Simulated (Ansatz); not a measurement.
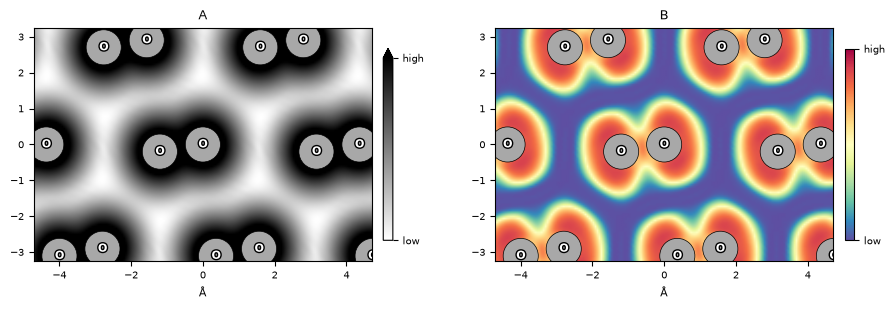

O: 2 fields on the (110) plane of the conventional cell, with unlabelled colour scales. Grey discs cover the atomic cores.

Space group C2/m; a structure from a database of computed crystals, not necessarily the ambient phase; not relaxed (largest force 1.0 eV/Å); computed pressure about −5 GPa in this cell.

All numbers below come from Kohn-Sham DFT of a periodic cell, r2SCAN, Ansatz PAW (Ansatz).

**Match the panels to the quantities (electron localisation function and valence pseudo-density).**

Panel A: valence pseudo-density. Panel B: electron localisation function. From the grid: O–O (1.22 Å): ρ at the midpoint is about 3.6 e/Å³; the ELF peaks at about 0.75 between the atoms.
